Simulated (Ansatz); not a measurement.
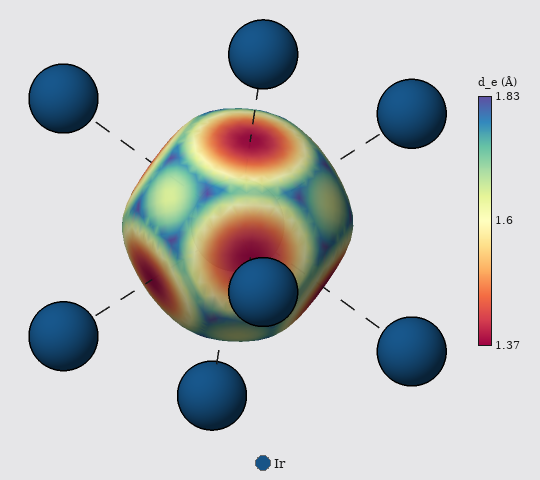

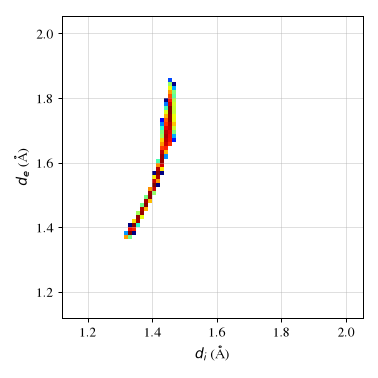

Hirshfeld surface computed for one Ir atom in Ir (Im-3m), coloured by d_e. Dashed lines lead to the closest neighbours outside. The second picture is its fingerprint plot, coloured by area on a logarithmic scale (blue little, red much).

The surface is where the fragment's share of the procrystal density (the sum of the densities of spherically averaged neutral Hartree-Fock atoms) equals one half. d_i and d_e are the distances from the surface to the nearest nucleus inside and outside. From Rb on the atoms have core potentials, so only their outer electrons count.

Source of the atomic positions: the input geometry of an electronic-structure calculation (not necessarily at equilibrium); the starting structure was generated, so it need not be a known form of this composition.

```yaml
crystal:
  lattice:
    - [3.11154, 0.00000, 0.00000]
    - [0.00000, 3.11154, 0.00000]
    - [0.00000, 0.00000, 3.11154]
  atoms:
    - { symbol: Ir, position: [0.00000, 0.00000, 0.00000] }
    - { symbol: Ir, position: [0.50000, 0.50000, 0.50000] }
```

What is the shortest distance from the fragment to an atom outside it?

Answer. Ir–Ir, 2.69 Å.

How is the surface shared among contacts (nearest atom inside ··· nearest atom outside)?

Answer. Ir···Ir 100 %. The surface faces 14 neighbours with more than 2 % of its area each: 14 Ir.

Give the size and shape of the surface.

Answer. It encloses about 12.0 Å³, has an area of about 26 Å² and a globularity of 0.99 (1 for a sphere).

Where does the fingerprint reach closest to the origin?

Answer. The smallest d_i + d_e is about 2.7 Å, which belongs to the shortest contact, Ir···Ir at 2.69 Å; d_e runs from 1.37 to 1.83 Å.
